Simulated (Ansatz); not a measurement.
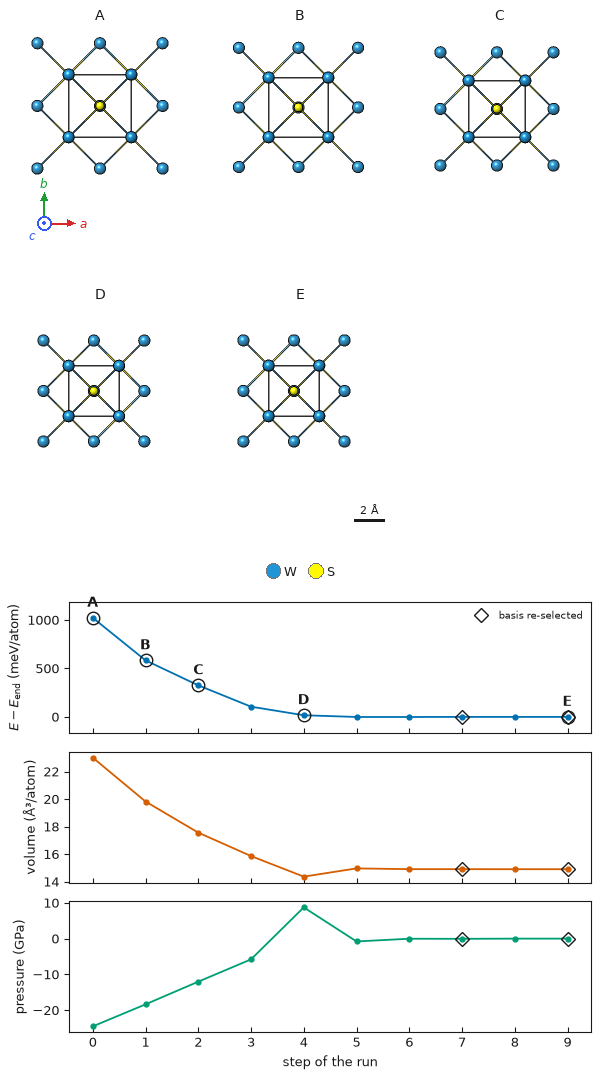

Frames of a relaxation of solid WS (a generated structure, set up in I4/mmm), marked on the history of the run. A ball-and-stick model of the conventional cell (2 times the calculation's cell), seen along the c axis. Lengths and directions refer to the drawn axes.

The run lets cell and atoms move.

The calculation used Ansatz 0.2.0, Kohn-Sham DFT of a periodic cell, HSE03, Ansatz PAW.

Input
```yaml
crystal:
  lattice:
    - [-2.15646527, 2.15646527, 2.47472653]
    - [2.15646527, -2.15646527, 2.47472653]
    - [2.15646527, 2.15646527, -2.47472653]
  atoms:
    - { symbol: W, position: [0.5, 0.5, 0.0] }
    - { symbol: S, position: [0.0, 0.0, 0.0] }
hamiltonian:
  xc: { exchange: pbe, correlation: pbe, exx: { coeff: 0.25, omega: 0.3 } }
  pseudopotentials: { kind: paw }
kpoints:
  mp_grid: { grid: [5, 5, 5] }
scf:
  occupations: { method: fermi_dirac, width: 0.05 }
output:
  forces: true
  stress: true
  eigenvalues: true
relax:
  f_tol: 0.01
  max_steps: 40
  cell: { stress_tol: 0.05 }
```

Question: What happens along the run?

Answer: The atoms keep their places relative to the cell (all moves are under 0.005 Å). Cell: a = b 4.313 → 3.481 Å (−19.3 %), c 4.949 → 4.921 Å (−0.6 %). Volume −35.2 %. Among the contacts that change: S–W 3.050 → 2.462 Å, S–W 2.475 → 2.461 Å. The space group (tolerance 0.01 Å) goes from I4/mmm (No. 139) to Fm-3m (No. 225). Over 7 accepted moves (9 points after the start) the energy falls by 1023 meV per atom. All forces vanish by symmetry, so only the cell relaxes. Pressure: −24.50 GPa at the start and 0.01 GPa at the end. The SCF was repeated twice at an unchanged geometry on a basis and grid sized afresh for the cell, which shifted the energy by 0.9 meV per atom at most. From step 0 to 1: volume −13.9 %, energy −439 meV per atom. From step 1 to 2: volume −11.4 %, energy −258 meV per atom. From step 2 to 4: volume −18.2 %, energy −309 meV per atom. From step 4 to 9: volume +3.8 %, energy −17.2 meV per atom.
